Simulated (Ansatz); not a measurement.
The coordinates of a crystal:

```cif
data_structure
_symmetry_space_group_name_H-M 'P 1'
_symmetry_Int_Tables_number 1
_cell_length_a 4.5485
_cell_length_b 4.5485
_cell_length_c 4.5485
_cell_angle_alpha 90.000
_cell_angle_beta 90.000
_cell_angle_gamma 90.000
_cell_volume 94.10
loop_
_atom_site_label
_atom_site_type_symbol
_atom_site_fract_x
_atom_site_fract_y
_atom_site_fract_z
_atom_site_occupancy
Ga1 Ga 0.00000 0.00000 0.00000 1
N1 N 0.25000 0.25000 0.25000 1
Ga2 Ga 0.00000 0.50000 0.50000 1
N2 N 0.25000 0.75000 0.75000 1
Ga3 Ga 0.50000 0.00000 0.50000 1
N3 N 0.75000 0.25000 0.75000 1
Ga4 Ga 0.50000 0.50000 0.00000 1
N4 N 0.75000 0.75000 0.25000 1
```

> Describe what this structure looks like.

Formula: GaN. It is face-centred cubic, space group F-43m (No. 216). In terms of structure types, this is zinc blende (sphalerite type). In the cell are 4 Ga, 4 N, which makes 4 formula units. Each Ga has four N in a tetrahedral arrangement at 1.97 Å. About every N there are four Ga in a tetrahedral arrangement at 1.97 Å. The bonds build a three-dimensional framework.

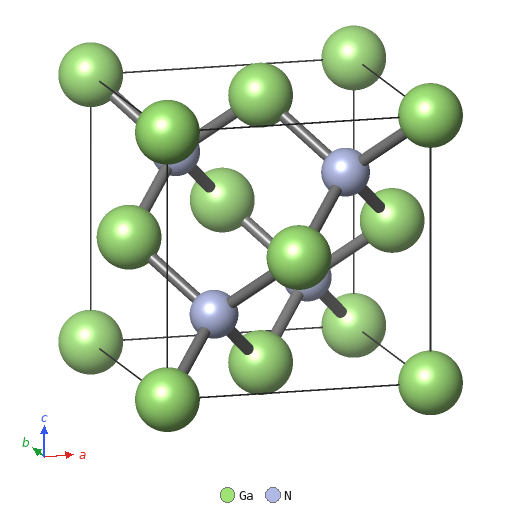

Shown here is a ball-and-stick view of the crystal, taken slightly off an axis. The conventional unit cell is outlined; an atom on or near a face, edge or corner is repeated at each equivalent position.

Origin of the cell: a structure listed in the Materials Project. Earlier steps of the study may have refined or changed the cell and positions. A calculation with Ansatz used it as input.
